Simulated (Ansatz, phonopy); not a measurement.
# Grüneisen parameters and expansion of KF (Carobbiite, Fm-3m), part 4 of 4

Which modes of KF (Carobbiite) drive its thermal expansion?

Experimental results on record:
- volume expansion coefficient 104.4 1e-6/K and heat capacity C_P per formula unit 49 J/mol/K near room temperature (given in “High-Throughput Prediction of Finite-Temperature Properties using the Quasi-Harmonic Approximation”, 2016, arXiv:1603.06924)
- volume expansion coefficient 95.1 1e-6/K near room temperature (given in “Descriptors for thermal expansion in solids”, 2017, arXiv:1701.03966)

Ansatz 0.2.0; DFT LDA, scalar-relativistic, plane waves, PAW.

So far. Step 15 (A cell at another volume, V/V0 1.05): The run ends at a pressure of -1.89 GPa. Step 16 (Phonons, V/V0 1.05): No mode is imaginary beyond numerical noise at the solved wavevectors. The highest zone-centre mode (no LO–TO term) moved by -11.8 % for a volume change of +5.0 %.

## 17. How the modes move with volume

This step: DFT LDA, scalar-relativistic, plane waves, PAW (phonopy 4.10.0).

Numbers from this step:

| Property | Result |
| --- | --- |
| share of modes with a negative Grüneisen parameter | 0.111 |

Mean Grüneisen, by row:

| T (K) | heat-capacity-weighted mean | root mean square |
| --- | --- | --- |
| 50 | 0.959 | 1.492 |
| 100 | 1.335 | 1.71 |
| 200 | 1.454 | 1.773 |
| 300 | 1.476 | 1.784 |
| 500 | 1.487 | 1.789 |
| 800 | 1.491 | 1.791 |

The mean mode Grueneisen parameter by wavenumber:

| wavenumber (cm⁻¹) | mean mode Grueneisen parameter |
| --- | --- |
| 6 | - |
| 28 | 0.768 |
| 39 | -0.00838 |
| 62 | 0.329 |
| 84 | 0.139 |
| 107 | 0.644 |
| 118 | 1.05 |
| 141 | 0.989 |
| 163 | 0.838 |
| 174 | 1.12 |
| 197 | 2.25 |
| 220 | 2.51 |
| 231 | 2.13 |
| 253 | 1.38 |
| 276 | 1.21 |
| 298 | 1.19 |
| 310 | 1.19 |
| 332 | 1.22 |

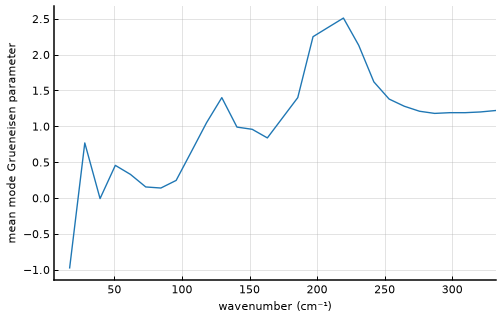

Mean mode Grueneisen parameter, plotted against wavenumber.

Volume series, by row:

| V/V0 | V (Å³/atom) | pressure (GPa) | E - E0 (meV/atom) | gap (eV) | zero-point energy (meV/atom) | lowest on the path (cm⁻¹) | highest at Gamma without the LO-TO term (cm⁻¹) |
| --- | --- | --- | --- | --- | --- | --- | --- |
| 0.97 | 16.68 | 1.436 | 2.251 | 6.548 | 34.74 | 0 | 226.4 |
| 0.985 | 16.94 | 0.685 | 0.564 | 6.456 | 33.89 | 0 | 218.4 |
| 1 | 17.19 | 0 | 0 | 6.368 | 33.06 | 0 | 210.6 |
| 1.015 | 17.45 | -0.628 | 0.573 | 6.284 | 32.24 | 0 | 202.9 |
| 1.03 | 17.71 | -1.2 | 1.948 | 6.201 | 31.44 | 0 | 195.5 |
| 1.05 | 18.05 | -1.888 | 5.32 | 6.096 | 30.41 | 0 | 185.8 |

Table of optical frequency at Gamma without the LO-TO term, mode 4 by V/V0:

| V/V0 | optical frequency at Gamma without the LO-TO term, mode 4 (cm⁻¹) |
| --- | --- |
| 0.9700 | 226 |
| 0.9850 | 218 |
| 1.0000 | 211 |
| 1.0150 | 203 |
| 1.0300 | 195 |
| 1.0500 | 186 |

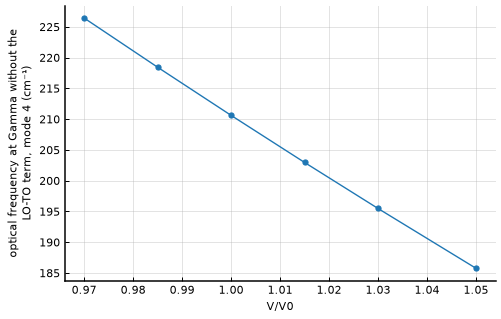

Optical frequency at Gamma without the LO-TO term, mode 4 against V/V0.

Grüneisen at points, by row:

| point | branch | frequency (cm⁻¹) | mode Grüneisen parameter |
| --- | --- | --- | --- |
| Γ | 4 | 210.6 | 2.45 |
| Γ | 6 | 339 | 1.23 |
| X | 1 | 87 | -1.39 |
| X | 3 | 170 | -0.41 |
| X | 4 | 217.8 | 2.58 |
| X | 6 | 227.8 | 2.51 |
| U | 1 | 111.2 | 0.65 |
| U | 2 | 151.3 | 0.7 |
| U | 3 | 152.3 | -0.49 |
| U | 4 | 207.9 | 2.5 |
| U | 5 | 225.2 | 2.54 |
| U | 6 | 230.3 | 2.07 |
| K | 1 | 111.2 | 0.65 |
| K | 2 | 151.3 | 0.7 |
| K | 3 | 152.3 | -0.49 |
| K | 4 | 207.9 | 2.5 |
| K | 5 | 225.2 | 2.54 |
| K | 6 | 230.3 | 2.07 |
| L | 1 | 129 | 2.27 |
| L | 3 | 193.4 | 2.22 |
| L | 5 | 210 | 1.25 |
| L | 6 | 275 | 1.26 |
| W | 1 | 135.6 | -0.64 |
| W | 3 | 151.5 | 1.84 |
| W | 4 | 214.6 | 1.85 |
| W | 5 | 223.2 | 2.56 |

## 18. Free-energy fit

This step gave:

| Quantity | Value |
| --- | --- |
| volume expansion coefficient at 300 K | 93.77 1e-6/K |
| isothermal bulk modulus at 300 K | 37.08 GPa |
| C_P at 300 K | 24.56 J/mol-atom/K |
| Grüneisen parameter at 300 K | 1.578 |

The energy (each curve on its own zero) by volume; values in meV/atom:

| volume (Å³/atom) | static | F at 0 K | F at 300 K | F at 900 K |
| --- | --- | --- | --- | --- |
| 16.679 | 2.25 | 4.36 | 7.03 | 15.7 |
| 16.937 | 0.56 | 1.82 | 3.5 | 8.85 |
| 17.195 | 0 | 0.43 | 1.08 | 3.08 |
| 17.453 | 0.57 | 0.18 | -0.23 | -1.65 |
| 17.711 | 1.95 | 0.76 | -0.76 | -5.67 |
| 18.055 | 5.32 | 3.1 | 0.04 | -9.61 |

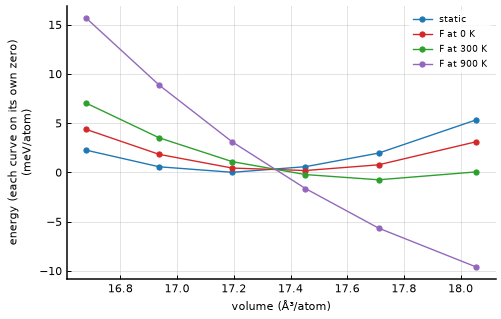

Energy (each curve on its own zero) against volume.

Phonopy-qha, vinet fit of F(V) at each temperature; no electronic free energy. Qha vinet, by row:

| T (K) | fitted volume (Å³/atom) | alpha_V (1e-6/K) | B_T (GPa) | C_P (J/mol-atom/K) | Grueneisen |
| --- | --- | --- | --- | --- | --- |
| 75 | 17.42 | 32.89 | 41.44 | 11.1 | 1.271 |
| 100 | 17.44 | 48.84 | 41.05 | 15.25 | 1.382 |
| 125 | 17.46 | 60.66 | 40.6 | 18.09 | 1.445 |
| 150 | 17.49 | 69.19 | 40.13 | 20.02 | 1.484 |
| 175 | 17.52 | 75.54 | 39.64 | 21.37 | 1.509 |
| 200 | 17.55 | 80.48 | 39.14 | 22.35 | 1.528 |
| 225 | 17.59 | 84.51 | 38.63 | 23.09 | 1.543 |
| 250 | 17.63 | 87.95 | 38.12 | 23.68 | 1.556 |
| 275 | 17.67 | 90.99 | 37.6 | 24.16 | 1.567 |
| 300 | 17.71 | 93.77 | 37.08 | 24.56 | 1.578 |
| 325 | 17.75 | 96.39 | 36.55 | 24.91 | 1.588 |
| 350 | 17.79 | 98.9 | 36.02 | 25.22 | 1.598 |
| 375 | 17.84 | 101.3 | 35.48 | 25.51 | 1.608 |

Volume expansion coefficient, phonopy-qha, Vinet against temperature:

| temperature (K) | volume expansion coefficient, phonopy-qha, Vinet (1e-6/K) |
| --- | --- |
| 75 | 32.9 |
| 100 | 48.8 |
| 125 | 60.7 |
| 150 | 69.2 |
| 175 | 75.5 |
| 200 | 80.5 |
| 225 | 84.5 |
| 250 | 88.0 |
| 275 | 91.0 |
| 300 | 93.8 |
| 325 | 96.4 |
| 350 | 98.9 |
| 375 | 101 |

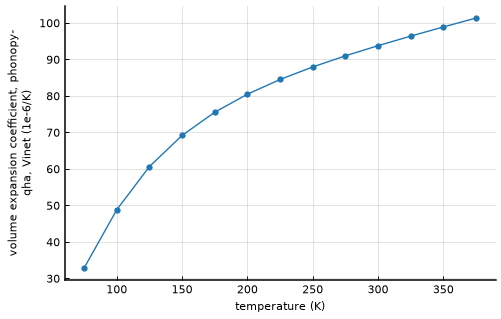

Volume expansion coefficient, phonopy-qha, Vinet, plotted against temperature.

The fit gives a volume expansion of 93.8 × 10⁻⁶/K at 300 K.

## 19. Results

| Item | Value |
| --- | --- |
| volume expansion coefficient at 300 K | 93.77 1e-6/K |
| isothermal bulk modulus at 300 K | 37.08 GPa |
| C_P at 300 K | 24.56 J/mol-atom/K |
| Grüneisen parameter at 300 K | 1.578 |
| mean mode Grüneisen parameter at 300 K | 1.48 |

In words: Near room temperature KF (Carobbiite) expands by 93.8 × 10⁻⁶/K in volume by LDA, with C_P = 24.6 J/(mol K) per mole of atoms and B_T = 37.1 GPa. The table stops at 375 K because beyond it the fitted volume comes within 1 % of the largest computed cell, where the fit loses its support. C_P at room temperature is 98 % of the classical 3R an atom. A measured volume expansion coefficient near room temperature is 104.4 1e-6/K (arXiv:1603.06924); the calculated 93.8 1e-6/K differs by -10 %. A measured heat capacity per formula unit near room temperature is 49 J/mol/K (arXiv:1603.06924); the calculated 49.1 J/mol/K agrees within half a per cent. The heat-capacity-weighted Grüneisen parameter goes from 0.959 at 50 K to 1.49 at 800 K; 11 % of the modes stiffen on expansion. Weighting γ by the density of states and each mode's heat capacity at 300 K, modes below 110 cm⁻¹ give about 4 % of the sum of γC that drives the expansion, those up to 220 cm⁻¹ 75 % and the rest 22 %. Among the labelled points γ is largest for branch 4 at X (218 cm⁻¹, 2.6) and most negative for branch 1 at X (87 cm⁻¹, -1.4). The PAW files were made for PBE and are used here under another functional, for which the program regenerates the frozen cores.

[Hosts, paths, dates, database ids (printed as entryN), source tags and the programs' standing remarks are cut or masked in the printed files.]

[A step with changed settings may run another functional than the one named; its input shows which.]

[Of the runs on displaced cells, only some may be shown.]
